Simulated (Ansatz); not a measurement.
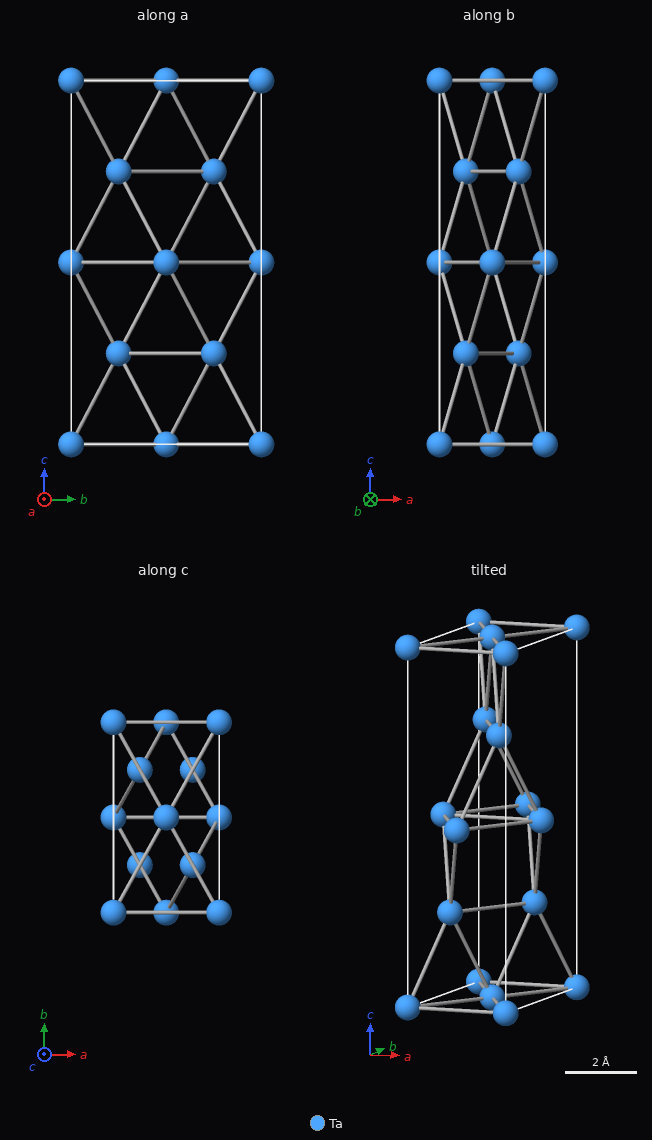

This ball-and-stick model is shown along the a axis, along the b axis, along the c axis and slightly off an axis. The wireframe shows the conventional unit cell.

Lattice parameters: a = 2.9979 Å, b = 5.4044 Å, c = 10.3300 Å, α = 90.000°, β = 90.000°, γ = 90.000°.

Question: Reconstruct the structure as a CIF in P1 with every atom of the cell.

Answer:
```cif
data_structure
_symmetry_space_group_name_H-M 'P 1'
_symmetry_Int_Tables_number 1
_cell_length_a 2.9979
_cell_length_b 5.4044
_cell_length_c 10.3300
_cell_angle_alpha 90.000
_cell_angle_beta 90.000
_cell_angle_gamma 90.000
_cell_volume 167.37
loop_
_atom_site_label
_atom_site_type_symbol
_atom_site_fract_x
_atom_site_fract_y
_atom_site_fract_z
_atom_site_occupancy
Ta1 Ta 0.0000 0.5000 0.5000 1
Ta2 Ta 0.7500 0.2500 0.7500 1
Ta3 Ta 0.0000 0.0000 0.0000 1
Ta4 Ta 0.7500 0.7500 0.2500 1
Ta5 Ta 0.5000 0.5000 0.0000 1
Ta6 Ta 0.2500 0.2500 0.2500 1
Ta7 Ta 0.5000 0.0000 0.5000 1
Ta8 Ta 0.2500 0.7500 0.7500 1
```

The structure was taken from a structure type filled with this element by a generator (whether the element takes this form wasn't checked). Earlier steps of the study may have refined or changed the cell and positions. It was run through Ansatz as a DFT input.

At this level of theory the cell isn't at rest (stretched, at -17 GPa), so its distances can differ from those at equilibrium, the more so the softer the solid.
